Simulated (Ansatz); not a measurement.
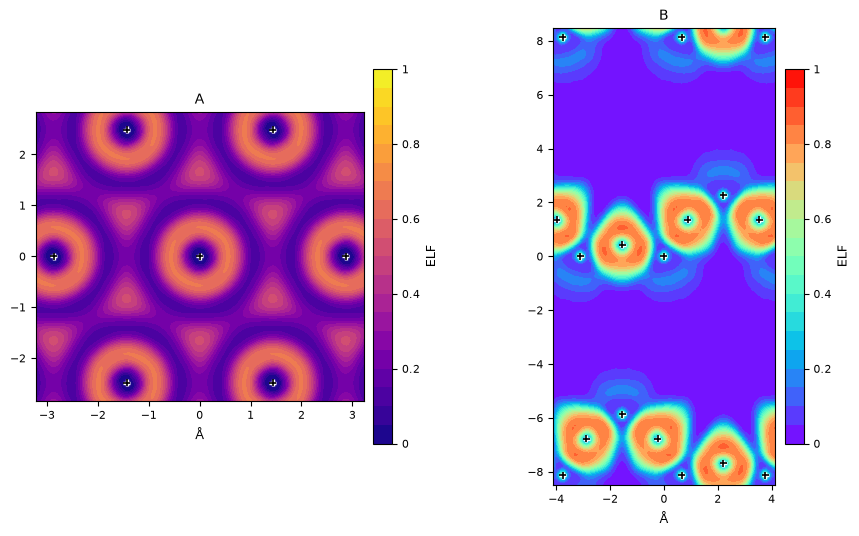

The electron localisation function of 2 systems, each on a plane through atoms (crosses mark nuclei in the plane).

All numbers below come from DFT PBEsol, scalar-relativistic, plane waves, PAW in Ansatz 0.2.0.

System 1: Ti, the (001) plane of the calculation cell. Space group Fm-3m; computed without spin polarisation.

```
CELL_PARAMETERS angstrom
-4.06000 4.06000 0.00000
0.00000 4.06000 -4.06000
-4.06000 0.00000 -4.06000
ATOMIC_POSITIONS crystal
Ti 0.00000 0.50000 0.50000
Ti 0.00000 0.00000 0.50000
Ti 0.00000 0.50000 0.00000
Ti 0.00000 0.00000 0.00000
Ti 0.50000 0.50000 0.50000
Ti 0.50000 0.00000 0.50000
Ti 0.50000 0.50000 0.00000
Ti 0.50000 0.00000 0.00000
```

System 2: SiO2, the (001) plane of the conventional cell. Space group Cmcm; a structure from a database of computed crystals, not necessarily the ambient phase.

```xyz
36
Lattice="7.5308 0.0000 0.0000 0.0000 16.2569 0.0000 0.0000 0.0000 5.2514" Properties=species:S:1:pos:R:3 pbc="T T T"
Si    1.5547    3.1891    3.9386
Si    5.3201   11.3176    3.9386
Si    1.5547   13.0678    1.3129
Si    5.3201    4.9393    1.3129
Si    2.2107   11.3176    3.9386
Si    5.9761    3.1891    3.9386
Si    2.2107    4.9393    1.3129
Si    5.9761   13.0678    1.3129
Si    0.0000    9.0548    3.9386
Si    3.7654    0.9263    3.9386
Si    0.0000    7.2021    1.3129
Si    3.7654   15.3306    1.3129
O     1.8827    4.0642    0.0000
O     5.6481   12.1927    0.0000
O     1.8827   12.1927    0.0000
O     5.6481    4.0642    0.0000
O     1.8827   12.1927    2.6257
O     5.6481    4.0642    2.6257
O     1.8827    4.0642    2.6257
O     5.6481   12.1927    2.6257
O     2.4334    1.8395    3.9386
O     6.1988    9.9679    3.9386
O     2.4334   14.4174    1.3129
O     6.1988    6.2890    1.3129
O     1.3320    9.9679    3.9386
O     5.0974    1.8395    3.9386
O     1.3320    6.2890    1.3129
O     5.0974   14.4174    1.3129
O     0.0000    2.7518    3.9386
O     3.7654   10.8803    3.9386
O     0.0000   13.5051    1.3129
O     3.7654    5.3766    1.3129
O     0.0000    8.1285    2.6257
O     3.7654    0.0000    2.6257
O     0.0000    8.1285    0.0000
O     3.7654    0.0000    0.0000
```

**Match each panel to its system.**

Panel A is system 1, Ti: the plane holds Ti. Ti–Ti (2.87 Å): the ELF is about 0.20 at the midpoint (no localised pair shows between them). Panel B is system 2, SiO2: the plane holds Si and O. Si–O (1.61 Å): the ELF peaks at about 0.85 between the atoms; a polar covalent bond.
